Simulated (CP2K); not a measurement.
## BaF$_{2}$: 6 runs along one coordinate

System: BaF$_{2}$ (Fm-3m, 3 atoms in the cell).
Method: Kohn-Sham DFT of a periodic cell, PBEsol, GTH-PBE with UZH-TZVP basis, no spin polarisation (CP2K 2026.2).

The 6 runs differ only in the geometry, by an even scaling of the cell at fixed fractional positions. The structure derives from an entry of the Crystallography Open Database.

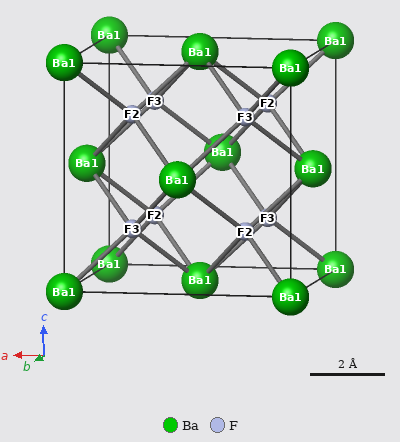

Figure 1. The structure of run 4 (ball-and-stick view of the cell 4 times as large as that of the calculation, set on its symmetry axes, seen at an oblique angle; atoms are numbered from 1 in the order of the input).

## Input of run 4
```
&GLOBAL
  PROJECT baf2_eos
  RUN_TYPE ENERGY_FORCE
  PRINT_LEVEL LOW
&END GLOBAL
&FORCE_EVAL
  METHOD QS
  STRESS_TENSOR ANALYTICAL
  &DFT
    BASIS_SET_FILE_NAME BASIS_MOLOPT_UZH
    POTENTIAL_FILE_NAME POTENTIAL_UZH
    WFN_RESTART_FILE_NAME previous-RESTART.kp
    &MGRID
      CUTOFF 750
      REL_CUTOFF 60
      NGRIDS 5
    &END MGRID
    &QS
      METHOD GPW
      EPS_DEFAULT 1.0E-9
    &END QS
    &KPOINTS
      SCHEME MONKHORST-PACK 8 8 8
      GAMMA_CENTERED T
      SYMMETRY T
      SYMMETRY_BACKEND SPGLIB
    &END KPOINTS
    &SCF
      SCF_GUESS RESTART
      EPS_SCF 1.0E-6
      MAX_SCF 100
      ADDED_MOS 12
      CHOLESKY OFF
      EPS_EIGVAL 1.0E-7
      &DIAGONALIZATION ON
        ALGORITHM STANDARD
      &END DIAGONALIZATION
      &MIXING ON
        METHOD BROYDEN_MIXING
        ALPHA 0.4
        BETA 1.5
        NBUFFER 8
      &END MIXING
      &SMEAR ON
        METHOD FERMI_DIRAC
        ELECTRONIC_TEMPERATURE 116.05
      &END SMEAR
    &END SCF
    &XC
      &XC_FUNCTIONAL
        &GGA_X_PBE_SOL
        &END GGA_X_PBE_SOL
        &GGA_C_PBE_SOL
        &END GGA_C_PBE_SOL
      &END XC_FUNCTIONAL
    &END XC
    &PRINT
      &KPOINTS ON
      &END KPOINTS
      &MULLIKEN ON
      &END MULLIKEN
      &MO ON
        ENERGIES T
        OCCUPATION_NUMBERS T
        &EACH
          QS_SCF 0
        &END EACH
        ADD_LAST NUMERIC
      &END MO
    &END PRINT
  &END DFT
  &SUBSYS
    &CELL
      A 4.4131675919 0.0000000000 0.0000000000
      B 2.2065837960 3.8219152458 0.0000000000
      C 2.2065837960 1.2739717486 3.6033362499
      PERIODIC XYZ
    &END CELL
    &COORD
      Ba  0.0000000000 0.0000000000 0.0000000000
      F   6.6197513879 3.8219152458 2.7025021874
      F   2.2065837960 1.2739717486 0.9008340625
    &END COORD
    &KIND Ba
      BASIS_SET TZVP-MOLOPT-PBE-GTH-q10
      POTENTIAL GTH-PBE-q10
    &END KIND
    &KIND F
      BASIS_SET TZVP-MOLOPT-PBE-GTH-q7
      POTENTIAL GTH-PBE-q7
    &END KIND
    &PRINT
      &ATOMIC_COORDINATES ON
      &END ATOMIC_COORDINATES
      &CELL ON
      &END CELL
      &SYMMETRY ON
      &END SYMMETRY
    &END PRINT
  &END SUBSYS
  &PRINT
    &FORCES ON
    &END FORCES
    &STRESS_TENSOR ON
    &END STRESS_TENSOR
  &END PRINT
&END FORCE_EVAL
```

Command:
```bash
OMP_NUM_THREADS=2 cp2k.psmp -i baf2_eos.inp -o baf2_eos.out
```

Run 2 differs from it as follows:
```diff
-      A 4.4131675919 0.0000000000 0.0000000000
-      B 2.2065837960 3.8219152458 0.0000000000
-      C 2.2065837960 1.2739717486 3.6033362499
+      A 4.3248804534 0.0000000000 0.0000000000
+      B 2.1624402267 3.7454563410 0.0000000000
+      C 2.1624402267 1.2484854470 3.5312501031
-      F   6.6197513879 3.8219152458 2.7025021874
-      F   2.2065837960 1.2739717486 0.9008340625
+      F   6.4873206801 3.7454563410 2.6484375773
+      F   2.1624402267 1.2484854470 0.8828125258
```

## Results, with one run withheld

| run | volume per atom (Å³) | free energy per atom, from the lowest run given (meV) | pressure (GPa) | gap on the mesh (eV) |
| --- | --- | --- | --- | --- |
| 1 | 18.670 | 10.43 | 3.62 | 6.87 |
| 2 | 19.067 | ? | ? | ? |
| 3 | 19.464 | 0.00 | 0.70 | 6.71 |
| 4 | 20.259 | 3.96 | −1.64 | 6.54 |
| 5 | 20.656 | 9.23 | −2.60 | 6.46 |
| 6 | 21.053 | 16.76 | −3.46 | 6.39 |

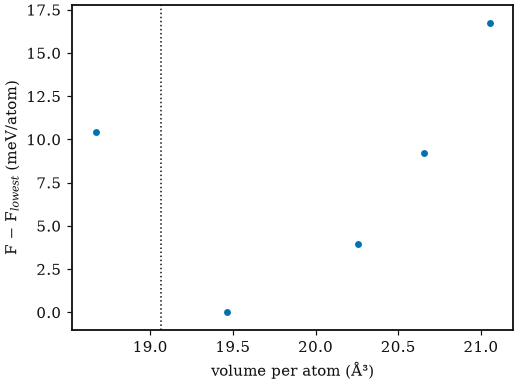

Figure 2. Free energy per atom of the runs given; the dotted line marks run 2.

Estimate the energy of run 2 from the others.

A cubic polynomial in V^(−2/3) (the Birch–Murnaghan form), fitted to the 5 runs given, misses them by at most 0.15 meV per atom. With x = V^(−2/3) − 0.13577 Å⁻², it reads F = 1.2947 − 1595.7 x + 4.2158e+05 x² + 9.359e+06 x³ (meV per atom). At run 2 it gives 3.08 meV per atom, and the run itself gives 3.41. The slope of the fit gives a pressure −dF/dV of 2.04 GPa there, and the run prints 2.07 GPa. The fit has its minimum at 19.601 Å³ per atom, where V d²F/dV² gives 64.9 GPa: the bulk modulus at this level, since symmetry fixes the shape and the positions. The gap on the mesh goes, without turning, from 6.87 eV in run 1 to 6.39 eV in run 6; run 2 has 6.79 eV. These are gaps of this functional on this mesh, which can miss the band edges; they aren't the measured gap.

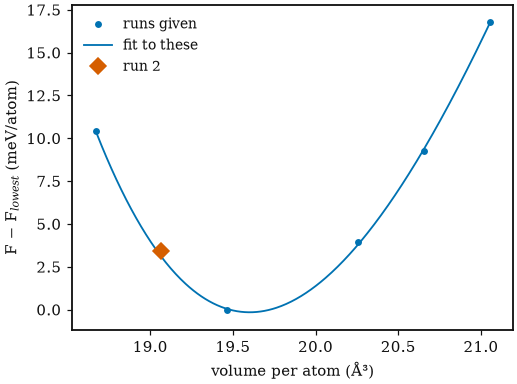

Figure 3. The fit and the withheld run.

## Some lines of the output (run 2)
```
[...]
 MO| Band gap:            0.330546 a.u.          8.994617 eV
 MO| Band gap:            0.310092 a.u.          8.438028 eV
 MO| Band gap:            0.289816 a.u.          7.886303 eV
 MO| Band gap:            0.279007 a.u.          7.592156 eV
 MO| Band gap:            0.278937 a.u.          7.590260 eV
 MO| Band gap:            0.284335 a.u.          7.737159 eV
 MO| Band gap:            0.294321 a.u.          8.008873 eV
 MO| Band gap:            0.317678 a.u.          8.644452 eV
 MO| Band gap:            0.307897 a.u.          8.378295 eV
 MO| Band gap:            0.298255 a.u.          8.115945 eV
 MO| Band gap:            0.283052 a.u.          7.702228 eV
 MO| Band gap:            0.286150 a.u.          7.786545 eV
 MO| Band gap:            0.288606 a.u.          7.853364 eV
 MO| Band gap:            0.297371 a.u.          8.091866 eV
```
